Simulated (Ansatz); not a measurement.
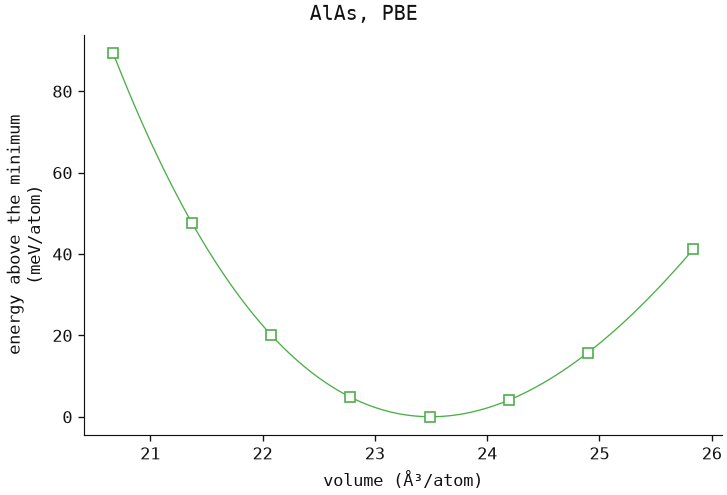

The picture above shows the energy above the minimum against volume for AlAs, space group F-43m (No. 216).

Cell as given: a = 4.050 Å, b = 4.050 Å, c = 4.050 Å, α = 60.00°, β = 60.00°, γ = 60.00°; 2 atoms.

Method: third-order Birch-Murnaghan fit to density functional energies at scaled volumes of the given relaxed cell, shape and atoms relaxed at each volume; energies count from the fitted minimum; plane waves with PAW datasets, Γ-centred k mesh (Ansatz 0.2.0). Level: PBE, no spin polarisation.

wave cutoff 420 eV; k mesh 8×8×8; occupations Gaussian; smearing width 0.02 eV.

### Give the fitted equation-of-state parameters.

A third-order Birch–Murnaghan fit gives V0 = 23.50 Å³/atom, B0 = 67.1 GPa and B′ = 4.3.
